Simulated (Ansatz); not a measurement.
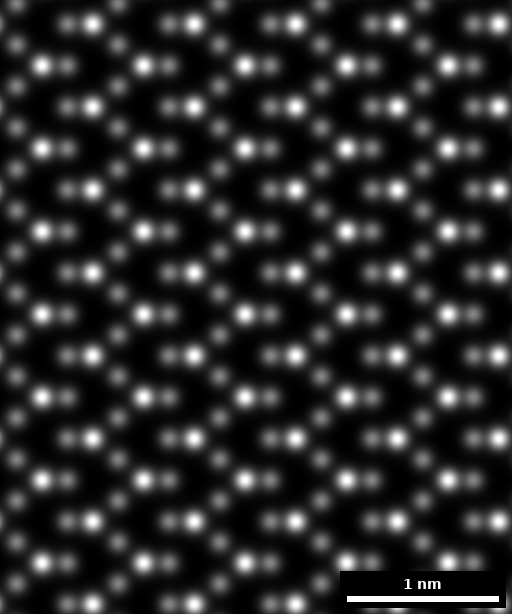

iDPC-like image of Hg (Pm-3n, No. 223). Simulated as the projected potential of neutral atoms (B = 0.3 Å²) blurred by a 0.92 Å probe, the thin-sample limit of integrated differential phase contrast. Structure used: coordinates from a relaxation with DFT, revPBE, plane waves (420 eV) with PAW, scalar-relativistic in Ansatz; the starting structure was generated, so it need not be a known form of this composition.

```xyz
8
Lattice="9.5347 0.0000 0.0000 0.0000 9.5347 0.0000 0.0000 0.0000 9.5347" Properties=species:S:1:pos:R:3 pbc="T T T"
Hg    0.0000    0.0000    0.0000
Hg    4.7673    4.7673    4.7673
Hg    2.3837    0.0000    4.7673
Hg    7.1510    0.0000    4.7673
Hg    4.7673    2.3837    0.0000
Hg    4.7673    7.1510    0.0000
Hg    0.0000    4.7673    2.3837
Hg    0.0000    4.7673    7.1510
```

Q: Which beam direction gives this image, [211], [001] or [221]? (Directions equivalent by symmetry count as one.)

A: [211]. The projected cells are 5.50 × 6.74 Å, 90° for [211]; 9.53 × 9.53 Å, 90° for [001]; 4.49 × 7.11 Å, 108° for [221], and the image repeats as the [211] one does.
